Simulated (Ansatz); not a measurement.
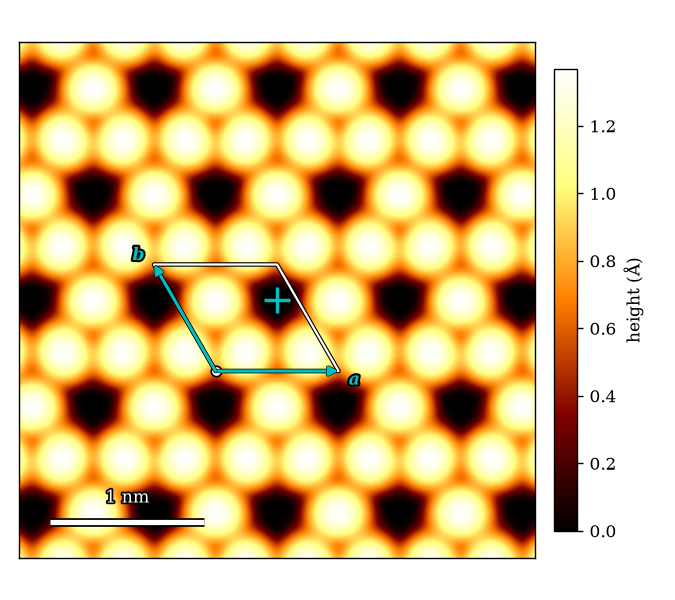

Constant-current image at a set point of 3.9 × 10⁻⁵ e/Å³, sample bias +0.25 V, of Ge(001) (P6_3/mmc bulk, the cell from a database of computed structures, not from a measurement, 6 atomic planes (those closer than 0.6 Å count as one), 8 Å) with one defect or adsorbate in every 2 × 2 cell; the cross marks its site, and a white outline, where drawn, is that cell.

Tersoff–Hamann simulation (s-wave tip); biases are sample biases. Bias windows are sharp sums over the levels of the k mesh.

Method: DFT PBE, scalar-relativistic, plane waves, PAW in Ansatz. Cutoff 420 eV, 9 × 9 k-points, Gaussian smearing 0.1 eV, dipole correction. The slab is a cut without reconstruction beyond its cell, at the source's lattice constants, with its lower half held fixed and the rest relaxed. The defects repeat every 8.0 Å and interact, so states at the Fermi level and the work function belong to this dense array. This isn't the element's usual diamond form. No spin polarisation. The run couldn't confirm all of its levels under its output density.

The feature is Si in place of Ge. How does it appear?

Its site appears as a dip 1.3 Å below the bright spots that ring it, and 1.0 Å below the mean of the area farther than 3.7 Å from it. In the relaxed structure it lies 0.9 Å under the topmost atom. The brightest spots lie over the top Ge atoms; the darkest points are over the Si dopant.

The relaxed structure:

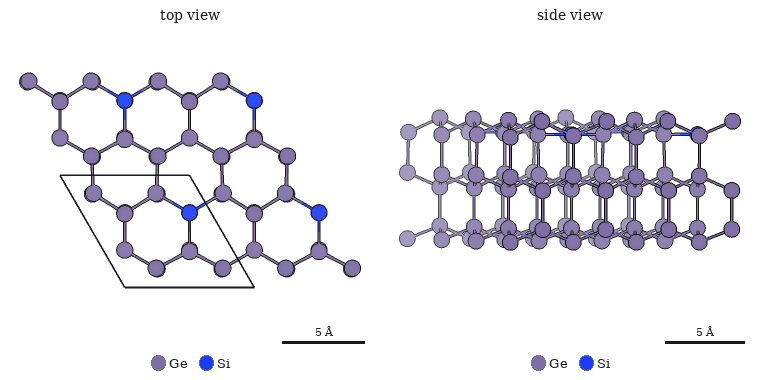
